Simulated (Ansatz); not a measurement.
**Geometry relaxation of AlO2 (part 1 of 3)**

- system: AlO2 (12 atoms in the cell)
- method: DFT PBE, scalar-relativistic, plane waves, PAW, spin-polarised (Ansatz 0.2.0)

The structure derives from an entry of the Crystallography Open Database. Figures and captions count atoms from 1; the log counts them from 0 in places.

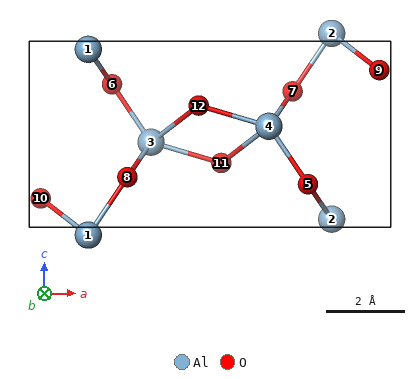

*The starting structure (ball-and-stick view of the cell of the calculation, along the b axis; atoms are numbered from 1 in the order of the input). An atom can appear more than once, as a periodic image.*

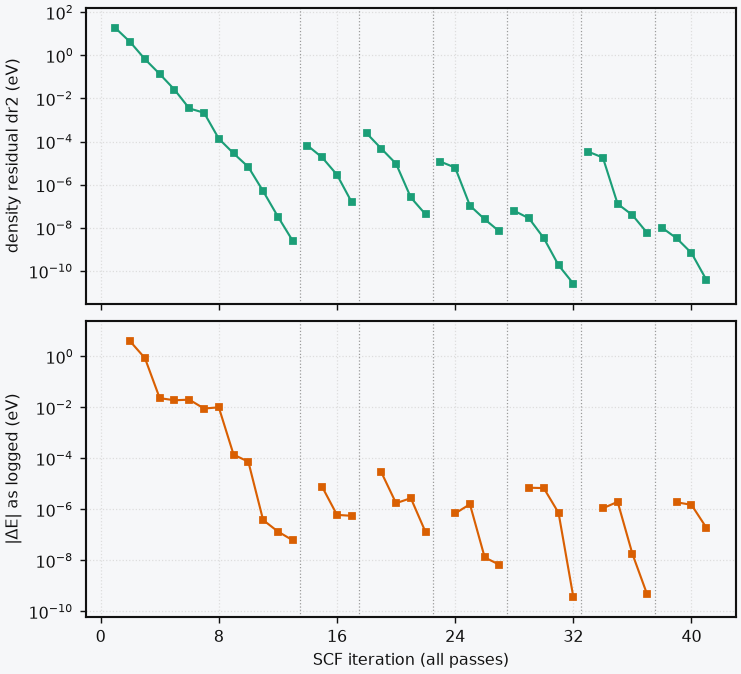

*Convergence of the self-consistent field: density residual dr2 and size of the energy change against the SCF iteration. The dotted lines part the SCF passes of the relaxation: geometry steps, rejected trials and re-solves on a re-selected basis.*

The 7 passes take 4 to 13 iterations each, 41 in all.

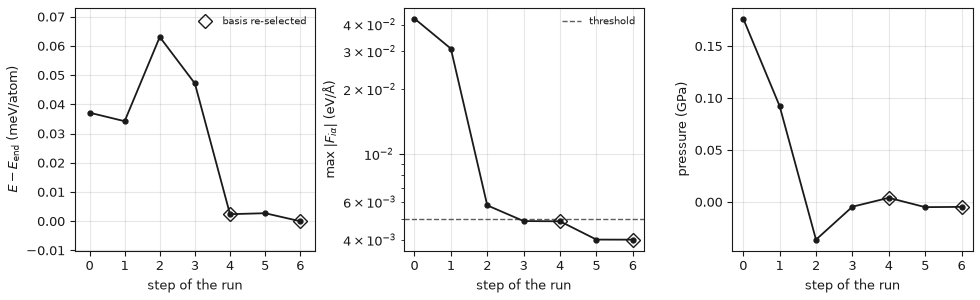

*Progress of the relaxation, step by step (the first geometry is step 0 here and step 1 in the log).*

The largest moves relative to the cell, 0.005 Å, are those of O5, O6, O7 and O8. By element the largest moves are O 0.005 Å, Al 0.004 Å. The volume changes by +0.1 %, with a 9.354 → 9.349 Å (−0.1 %), b 2.919 → 2.917 Å (−0.1 %), c 4.810 → 4.820 Å (+0.2 %). The space group stays Pnma (No. 62). After 4 geometry steps the energy has fallen by next to nothing (0.0 meV per atom). The largest force component goes from 0.043 to 0.004 eV/Å. The pressure goes from 0.18 to 0.00 GPa. 1 further SCF at an unchanged geometry re-selected the plane-wave basis for the new cell. The energy change given includes the shifts at the re-selections in mid-walk, which come without any move. A last SCF at the same geometry on a re-selected plane-wave basis shifts the energy by next to nothing (0.0 meV per atom). (Atoms are counted from 1 in the order of the input.)

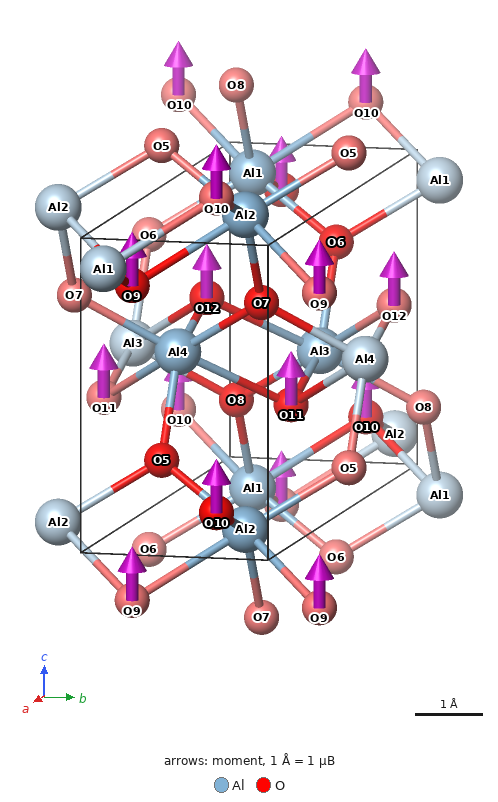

*Magnetic moments of the sites as pink arrows (ball-and-stick view of the cell of the calculation, seen slightly off an axis; neighbours outside the cell are drawn fainter; atoms are numbered from 1 in the order of the input); small moments hardly show. The run is collinear, so the axis drawn is arbitrary.*

Site moments: O9, O10, O11, O12 (0.83 μB); O5, O6, O7, O8 (0.06 μB). They are counted near the atoms and needn't add up to the moment of the cell.

These pictures come from the run below.

The input:
```yaml
crystal:
  lattice:
    - [9.3542921851, 0.0, 0.0]
    - [0.0, 2.9186306127, 0.0]
    - [0.0, 0.0, 4.8101937516]
  atoms:
    - { symbol: Al, position: [0.1630663263, 0.25, 0.957191097] }
    - { symbol: Al, position: [0.8369336737, 0.75, 0.042808903] }
    - { symbol: Al, position: [0.3369336737, 0.75, 0.457191097] }
    - { symbol: Al, position: [0.6630663263, 0.25, 0.542808903] }
    - { symbol: O, position: [0.7712899869, 0.25, 0.2309144646] }
    - { symbol: O, position: [0.2287100131, 0.75, 0.7690855354] }
    - { symbol: O, position: [0.7287100131, 0.75, 0.7309144646] }
    - { symbol: O, position: [0.2712899869, 0.25, 0.2690855354] }
    - { symbol: O, position: [0.9687593966, 0.25, 0.8453735903], spin: 0.91 }
    - { symbol: O, position: [0.0312406034, 0.75, 0.1546264097], spin: 0.91 }
    - { symbol: O, position: [0.5312406034, 0.75, 0.3453735903], spin: 0.91 }
    - { symbol: O, position: [0.4687593966, 0.25, 0.6546264097], spin: 0.91 }
basis:
  ecutwfc: 420
kpoints:
  mp_grid: { grid: [4, 12, 8] }
hamiltonian:
  xc: pbe
scf:
  occupations: { method: gaussian, width: 0.01 }
output:
  forces: true
  stress: true
  eigenvalues: true
  populations: true
magnetization:
  spin_polarized: true
relax:
  adjacent_minimum: "off"
  f_tol: 0.005
  max_steps: 80
  cell: { stress_tol: 0.05 }
```

Run as:
```bash
ansatz run input.yaml --threads 4 --pin off --max-ram 12288MiB --backend cpu --events-out ev --progress --plain --runs-dir out
```

What the program printed:
```
Engine: ansatz 0.2.0, x86_64-unknown-linux-gnu
Pseudopotentials: kind: paw
Pseudopotential: Al, paw, valence charge 3, recommended cutoff 420 eV (normal), Al.paw.azcp
Pseudopotential: O, paw, valence charge 6, recommended cutoff 420 eV (normal), O.paw.azcp
Functional definition: PBE
  parameter kappa = 0.804
  parameter beta = 0.06672455060314922
  exchange = pbe_x(kappa = kappa, mu = beta*pi^2/3)
  correlation = pbe_c(beta = beta)
Crystal: 12 atoms, lattice volume = 131.327 Å³
Basis set: ecut = 420 eV, 2559 PW (Γ), exchange–correlation on 128×40×72 points (8 copies of the dense FFT grid, shifted against one another)
Bands: 44, of which v1, the nominal top of the filled ones, is band 30 counted from 1 (29 counted from 0)
Symmetry: 8 space group operations
Space group: Pnma (ITA 62), of the structure as read, at distance tolerance 5.1e-5 Å
Magnetic group: BNS 62.441 (UNI 539), of the structure as read, at distance tolerance 5.1e-5 Å
k-points: 105 of 384
Non-local potential: Al, projectors of the file, l = 0: 2, l = 1: 2, l = 2: 1
Non-local potential: O, projectors of the file, l = 0: 2, l = 1: 2, l = 2: 1
PAW form: soft (Blöchl's): semilocal exchange-correlation on the pseudo side does not see the compensation charge
PAW one-centre angular grid: Al, 110 points (default); XC on 64 Gauss nodes
PAW one-centre angular grid: O, 110 points (default); XC on 64 Gauss nodes
Initial density: superposition of atomic densities (chi_scale 0.1, normalization cell, long waves kept (reshape's long-wave potential 0.04 eV rms))
Starting moments: Σ|m| = 3.64 μB on 4 of 12 sites
Initial wavefunctions: pseudopotential atomic-orbital guess
Functional: x = pbe(κ = 0.804, μ = 0.2195149727645171), c = pbe(β = 0.06672455060314922)
SCF iter   1: F=—  HF=-6699.955306 eV  |F-HF|=—  |Δ(HF+E_count)|=         —  Δρ=6.79e-2 (↑6.04e-2 ↓6.79e-2)  dr2=1.84e1  dr2_m=7.96e-1  M=4.000 μB ∫|m|=4.090 μB  β_m=1.00  ethr=3.10e-3  ⟨swp⟩=6.7  Hψ=41625  notcnv=0  defer=110
preconditioner: auto → Resta (q_TF=auto, 2.394 Å⁻¹)  ε∞=3.3  [insulator: Δε(μ)=0.450 eV  Ē_g=16.727 eV  σ=0.010 eV  W_gap=1.00  n_scr=22 (ndim 8)  ℏωp=25.1 eV  f_vac=0.019  D(μ)=0.00/eV (n_scr^D=0)  ε∞_Penn≈3.3]
spin=Collinear: Resta preconditioning applied to the charge; magnetization (m = ρ↑ − ρ↓) channel mixes plain (no charge-response kernel on spin).
SCF iter   2: F=—  HF=-6696.089744 eV  |F-HF|=—  |Δ(HF+E_count)|=    3.87e0  Δρ=2.75e-2 (↑2.75e-2 ↓2.71e-2)  dr2=4.12e0  dr2_m=1.01e-2  M=4.000 μB ∫|m|=4.140 μB  β_m=1.00  ethr=3.10e-3  ⟨swp⟩=2.4  Hψ=18589  notcnv=0  defer=1890
SCF iter   3: F=—  HF=-6695.240974 eV  |F-HF|=—  |Δ(HF+E_count)|=   8.49e-1  Δρ=1.66e-2 (↑1.56e-2 ↓1.66e-2)  dr2=6.62e-1  dr2_m=7.10e-3  M=4.000 μB ∫|m|=4.154 μB  β_m=0.30  ethr=3.10e-3  ⟨swp⟩=2.2  Hψ=16717  notcnv=0  defer=1847
SCF iter   4: F=—  HF=-6695.218069 eV  |F-HF|=—  |Δ(HF+E_count)|=   2.29e-2  Δρ=5.90e-3 (↑5.90e-3 ↓3.92e-3)  dr2=1.36e-1  dr2_m=2.72e-3  M=4.000 μB ∫|m|=4.155 μB  β_m=1.00  ethr=1.10e-3  ⟨swp⟩=2.6  Hψ=14281  notcnv=0  defer=1847
SCF iter   5: F=—  HF=-6695.237014 eV  |F-HF|=—  |Δ(HF+E_count)|=   1.89e-2  Δρ=2.80e-3 (↑2.80e-3 ↓2.27e-3)  dr2=2.56e-2  dr2_m=8.26e-4  M=4.000 μB ∫|m|=4.164 μB  β_m=0.30  ethr=2.26e-4  ⟨swp⟩=2.9  Hψ=12770  notcnv=0  defer=1848
SCF iter   6: F=—  HF=-6695.256998 eV  |F-HF|=—  |Δ(HF+E_count)|=   2.00e-2  Δρ=1.52e-3 (↑1.33e-3 ↓1.52e-3)  dr2=3.44e-3  dr2_m=1.15e-3  M=4.000 μB ∫|m|=4.164 μB  β_m=0.30  ethr=4.27e-5  ⟨swp⟩=3.0  Hψ=15450  notcnv=0  defer=1842
Mixer restart at iter 6: flushing history
spin-set hold released at iteration 6 (site moments contracting): the magnetisation degrees of freedom join the quasi-Newton model from the next iteration; the mixer history was flushed
SCF iter   7: F=—  HF=-6695.265969 eV  |F-HF|=—  |Δ(HF+E_count)|=   8.97e-3  Δρ=1.11e-3 (↑9.88e-4 ↓1.11e-3)  dr2=2.18e-3  dr2_m=6.28e-4  M=4.000 μB ∫|m|=4.166 μB  β_m=0.65  ethr=5.73e-6  ⟨swp⟩=2.0  Hψ=9236  notcnv=0  defer=1838
SCF iter   8: F=—  HF=-6695.275985 eV  |F-HF|=—  |Δ(HF+E_count)|=   1.00e-2  Δρ=1.39e-4 (↑1.39e-4 ↓1.33e-4)  dr2=1.36e-4  dr2_m=9.79e-6  M=4.000 μB ∫|m|=4.171 μB  β_m=0.82  ethr=3.63e-6  ⟨swp⟩=2.5  Hψ=15030  notcnv=0  defer=1838
SCF iter   9: F=—  HF=-6695.276126 eV  |F-HF|=—  |Δ(HF+E_count)|=   1.40e-4  Δρ=9.21e-5 (↑7.17e-5 ↓9.21e-5)  dr2=2.84e-5  dr2_m=6.77e-7  M=4.000 μB ∫|m|=4.172 μB  β_m=0.79  ethr=2.27e-7  ⟨swp⟩=2.1  Hψ=13326  notcnv=0  defer=1838
SCF iter  10: F=—  HF=-6695.276199 eV  |F-HF|=—  |Δ(HF+E_count)|=   7.36e-5  Δρ=4.80e-5 (↑3.21e-5 ↓4.80e-5)  dr2=6.65e-6  dr2_m=2.83e-7  M=4.000 μB ∫|m|=4.173 μB  β_m=0.67  ethr=4.73e-8  ⟨swp⟩=2.0  Hψ=13717  notcnv=0  defer=1838
SCF iter  11: F=—  HF=-6695.276199 eV  |F-HF|=—  |Δ(HF+E_count)|=   3.81e-7  Δρ=1.51e-5 (↑1.11e-5 ↓1.51e-5)  dr2=5.06e-7  dr2_m=8.54e-8  M=4.000 μB ∫|m|=4.173 μB  β_m=0.67  ethr=1.11e-8  ⟨swp⟩=2.1  Hψ=12180  notcnv=0  defer=1838
SCF iter  12: F=—  HF=-6695.276199 eV  |F-HF|=—  |Δ(HF+E_count)|=   1.35e-7  Δρ=6.10e-6 (↑6.10e-6 ↓4.96e-6)  dr2=3.34e-8  dr2_m=2.59e-8  M=4.000 μB ∫|m|=4.173 μB  β_m=0.79  ethr=1.67e-10  ⟨swp⟩=13.6  Hψ=51090  notcnv=0
SCF iter  13: F=-6695.276199 eV  HF=-6695.276199 eV  |F-HF|=3.38e-9  |Δ(HF+E_count)|=   6.14e-8  Δρ=1.47e-6 (↑1.19e-6 ↓1.47e-6)  dr2=2.53e-9  dr2_m=1.51e-9  M=4.000 μB ∫|m|=4.173 μB  ethr=5.56e-11  ⟨swp⟩=3.7  Hψ=24865  notcnv=0
SCF 1 converged in 13 iterations: F = -6695.276199 eV  dr2 = 2.53e-9
  greatest PAW one-centre occupation: 0.883 electrons in one spin orbital (limit 2), on the O atom at site 11 (counted from 0), in its partial waves of l = 0
relax step   1: F+E_penalty+E_count = -6695.27619902 eV  Δ(F+E_penalty+E_count) = +0.000e0 eV  max|allowed force component| = 4.264e-2 eV/Å  Δτ_max = 0.0000 Å  P = +0.177 GPa  Ω = 131.327 Å³  (13 SCF iters, dr2 threshold 1.00e-7 eV, accepted)
Crystal: 12 atoms, lattice volume = 131.380 Å³
Basis set: ecut = 420 eV, 2567 PW (Γ), exchange–correlation on 128×40×72 points (8 copies of the dense FFT grid, shifted against one another)
Initial density: handed on by an earlier stage of this run
Starting moments: Σ|m| = 3.64 μB on 4 of 12 sites; this step starts from the density that it was given
Initial wavefunctions: those handed on with the density
iter 1 solved again at ethr=1.16e-7 eV; its pass at ethr=3.10e-3 eV (dr2=6.95e-5 eV) is discarded
SCF iter   1: F=—  HF=-6695.276240 eV  |F-HF|=—  |Δ(HF+E_count)|=         —  Δρ=1.82e-4 (↑1.13e-4 ↓1.82e-4)  dr2=6.58e-5  dr2_m=1.16e-5  M=4.000 μB ∫|m|=4.173 μB  β_m=0.30  ethr=1.16e-7  ⟨swp⟩=4.5  Hψ=42884  notcnv=0  defer=7
preconditioner: auto → Resta (q_TF=auto, 2.394 Å⁻¹)  ε∞=3.4  [insulator: Δε(μ)=0.152 eV  Ē_g=16.072 eV  σ=0.010 eV  W_gap=1.00  n_scr=22 (ndim 8)  ℏωp=25.1 eV  f_vac=0.085  D(μ)=0.00/eV (n_scr^D=0)  ε∞_Penn≈3.4]
spin=Collinear: Resta preconditioning applied to the charge; magnetization (m = ρ↑ − ρ↓) channel mixes plain (no charge-response kernel on spin).
SCF iter   2: F=—  HF=-6695.276233 eV  |F-HF|=—  |Δ(HF+E_count)|=   7.56e-6  Δρ=1.02e-4 (↑7.72e-5 ↓1.02e-4)  dr2=1.83e-5  dr2_m=5.03e-6  M=4.000 μB ∫|m|=4.173 μB  β_m=0.46  ethr=1.10e-7  ⟨swp⟩=1.4  Hψ=10773  notcnv=0
SCF iter   3: F=—  HF=-6695.276233 eV  |F-HF|=—  |Δ(HF+E_count)|=   6.07e-7  Δρ=4.07e-5 (↑3.15e-5 ↓4.07e-5)  dr2=2.90e-6  dr2_m=8.81e-7  M=4.000 μB ∫|m|=4.173 μB  β_m=0.58  ethr=3.05e-8  ⟨swp⟩=2.7  Hψ=14884  notcnv=0
SCF iter   4: F=-6695.276234 eV  HF=-6695.276234 eV  |F-HF|=2.21e-8  |Δ(HF+E_count)|=   5.57e-7  Δρ=7.54e-6 (↑6.34e-6 ↓7.54e-6)  dr2=1.54e-7  dr2_m=1.30e-8  M=4.000 μB ∫|m|=4.173 μB  ethr=6.48e-10  ⟨swp⟩=5.1  Hψ=40395  notcnv=0
SCF 2 converged in 4 iterations: F = -6695.276234 eV  dr2 = 1.54e-7
relax step   2: F+E_penalty+E_count = -6695.27623388 eV  Δ(F+E_penalty+E_count) = -3.486e-5 eV  max|allowed force component| = 3.092e-2 eV/Å  Δτ_max = 0.0013 Å  P = +0.092 GPa  Ω = 131.380 Å³  energy of the carried Pulay correction = -2.466e-4 eV  (4 SCF iters, dr2 threshold 3.89e-7 eV, accepted)
Crystal: 12 atoms, lattice volume = 131.490 Å³
Basis set: ecut = 420 eV, 2575 PW (Γ), exchange–correlation on 128×40×72 points (8 copies of the dense FFT grid, shifted against one another)
iter 1 solved again at ethr=4.31e-7 eV; its pass at ethr=3.10e-3 eV (dr2=2.59e-4 eV) is discarded
```
